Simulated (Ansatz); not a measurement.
## Electronic structure of MgO2 in real space

```
Mg O
1.0
     3.11585    0.00000    0.00000
    -1.55793    2.69841    0.00000
     0.00000    0.00000   10.27655
Mg O
3 6
Direct
  0.00000 0.00000 0.00000
  0.66667 0.33333 0.33333
  0.33333 0.66667 0.66667
  0.33333 0.66667 0.23733
  0.00000 0.00000 0.57066
  0.66667 0.33333 0.90400
  0.33333 0.66667 0.09600
  0.00000 0.00000 0.42934
  0.66667 0.33333 0.76267
```

Space group R-3m; a structure from a database of computed crystals, not necessarily the ambient phase.

Computed with Ansatz, Kohn-Sham DFT of a periodic cell, LDA, Ansatz PAW.

In a PAW calculation such maps are meaningful between the atoms, not at the nuclei.

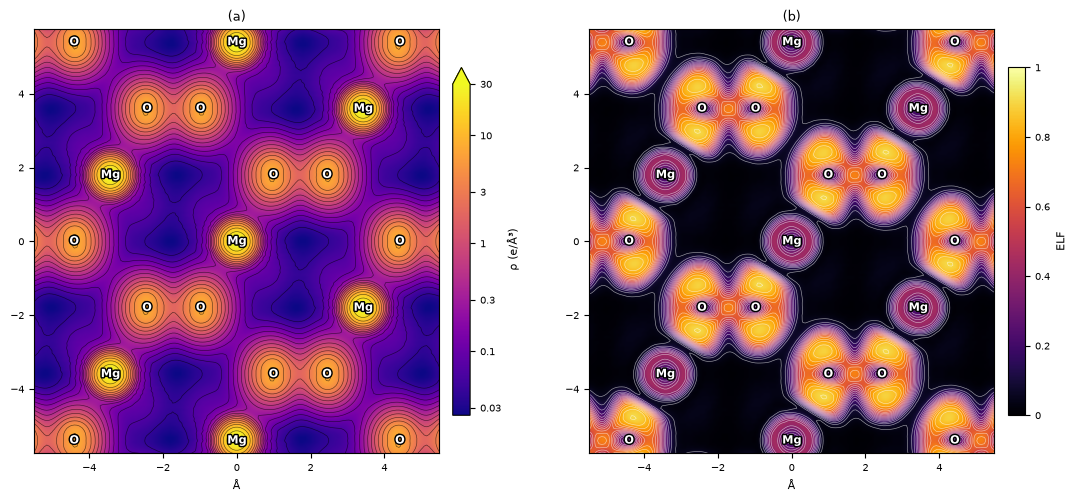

Figure 1. (a) valence electron density; (b) ELF on the (110) plane of the conventional cell.

Q: Describe what can be read from this map.

A: Atoms in the plane: Mg and O.
O–O (1.45 Å): the density is about 1.9 e/Å³ at the midpoint; the ELF peaks at about 0.75 between the atoms.
Mg–O (2.05 Å): ρ at the midpoint is about 0.38 e/Å³; the ELF peaks at about 0.90 in the valence shell of O, 0.6 Å from its nucleus, and is about 0.35 at the midpoint (an ionic contact with no shared pair).
Between the atoms the lowest density in this plane is 0.03 e/Å³.

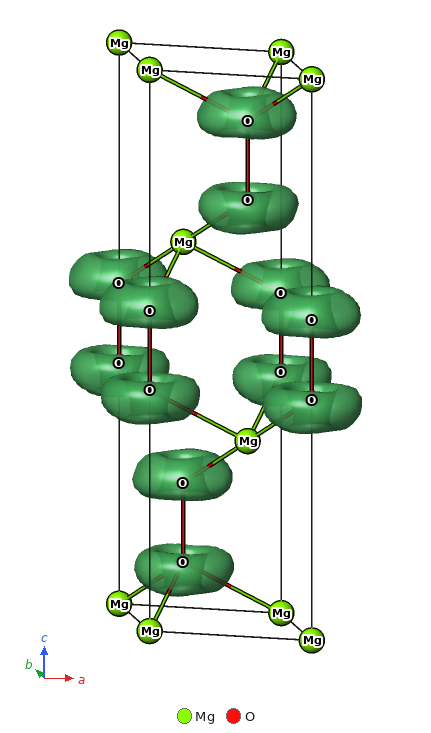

Figure 2. Isosurface of the ELF at 0.8 (green), seen slightly off an axis. Core shells and regions of very low density are left out. Sticks mark near contacts.

Q: Describe the localisation domains.

A: At this value the surface marks out six regions wrapped around O (the valence shell of each), counted in one cell of 9 atoms. Regions shared between cells count once.

Q: Does the calculation make it a metal, or give it a gap?

A: It is gapped, with a Kohn–Sham gap of 2.6 eV on the k-point mesh, an upper bound to the gap of this method.
